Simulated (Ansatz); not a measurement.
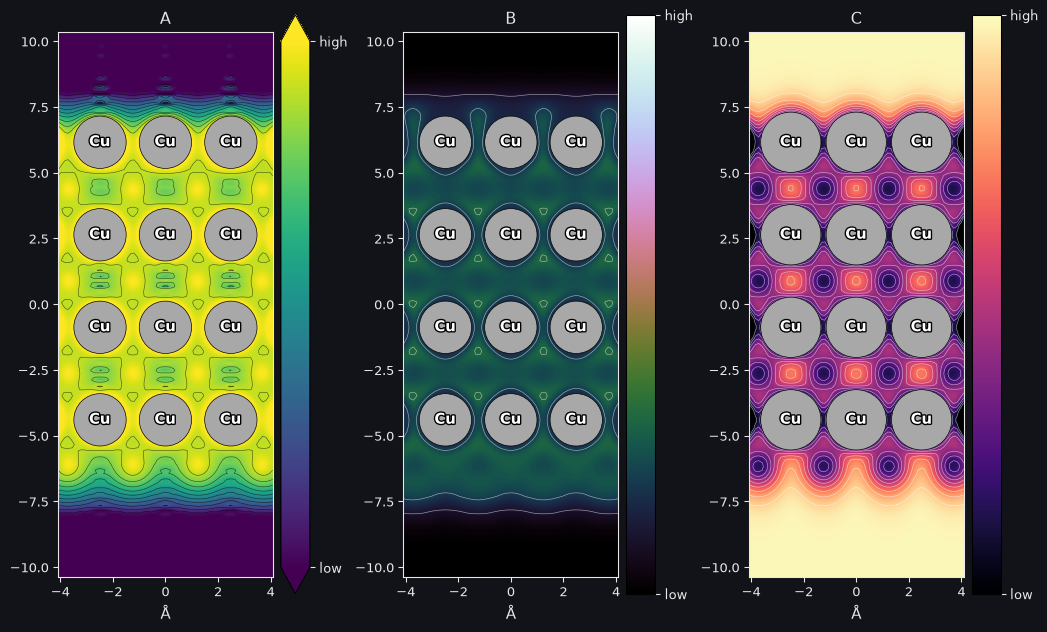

Cu (slab): 3 fields on the (010) plane of the calculation cell, a cut from vacuum to vacuum, with unlabelled colour scales. Grey discs cover the atomic cores.

Computed without spin polarisation.

Computed with Ansatz, DFT LDA, scalar-relativistic, plane waves, PAW.

Question: The panels show electron localisation function, electrostatic potential energy of an electron and valence pseudo-density in some order. Assign them.

Answer: Panel A: valence pseudo-density. Panel B: electron localisation function. Panel C: electrostatic potential energy of an electron (low next to the atoms, rising into the space between them). From the grid: Cu–Cu (2.49 Å): ρ at the midpoint is about 0.3 e/Å³; the ELF is about 0.20 at the midpoint: no shared electron pair shows on this line.
